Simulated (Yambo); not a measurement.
System: zincblende MgS, space group F-43m, 2 atoms in the primitive cell; cubic a = 5.666 Å. Starting point: PBEsol, PseudoDojo 0.4.1 SR PBEsol standard, no spin polarisation, no spin-orbit coupling, 4×4×4 k mesh, 1143 eV cutoff, fixed occupations (Yambo 5.3.0). Many-body step: G0W0 with frequency dependence of W plasmon pole, bands in the response 158, bands in the self-energy 158, cutoff of the response matrix 6 Ry and cutoff of exchange and Vxc 84 Ry.

In PBEsol the smallest gap over these k points is 3.28 eV, with direct gaps of 3.28 eV at Γ.

**What does G0W0 give?**

Over the k points that were corrected, the smallest gap goes from 3.28 eV in PBEsol (direct at Γ) to 5.34 eV in G0W0 (direct at Γ), a change of +2.06 eV (+63 %). The quasiparticle weight (renormalisation factor) lies between 0.79 and 0.82 for the top filled and first empty levels.

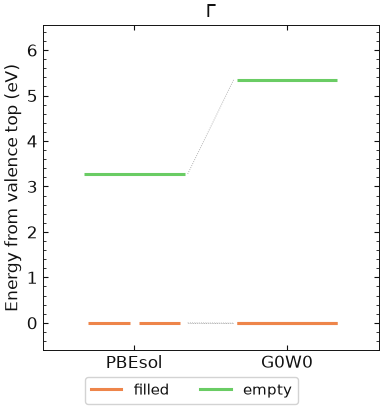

Levels at Γ in PBEsol and in G0W0, each set counted from its own valence top. Only the states that were corrected are drawn, so degenerate partners can be missing.

| k point | PBEsol direct gap (eV) | G0W0 direct gap (eV) |
| --- | --- | --- |
| Γ | 3.28 | 5.34 |

The k mesh is coarse (spacing up to 0.48 Å⁻¹), so the values aren't converged. The usual form of MgS is rocksalt. Bands, cutoffs and mesh are finite, so these values aren't at the basis limit.
